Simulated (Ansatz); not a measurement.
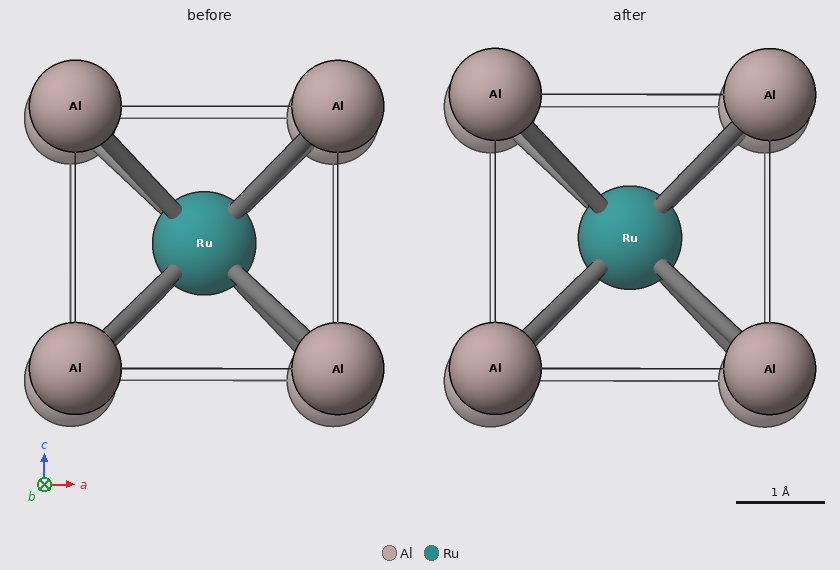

Left: crystalline AlRu (set up in Pm-3m). Right: the same structure after one change, at the same scale. A ball-and-stick model of the cell of the calculation, seen from a free direction.

Level of theory: Ansatz, DFT PBE, scalar-relativistic, plane waves, PAW. (plane-wave cutoff 420 eV; k-point mesh 14 × 14 × 14; occupations gaussian; smearing width 0.1 eV; no spin polarisation)

What distinguishes the right structure from the left one?

Equal strain along all axes, +4.5 %, is applied. Symmetry leaves the atoms no freedom, so this is a single point.

How do the computed properties respond?

Energy change: +136 meV per atom. The pressure goes from 0.0 to −20.0 GPa. All forces vanish by symmetry. It is metallic before and after. Some distances before and after: Al–Ru 2.602 → 2.719 Å. The space group stays Pm-3m (No. 221).
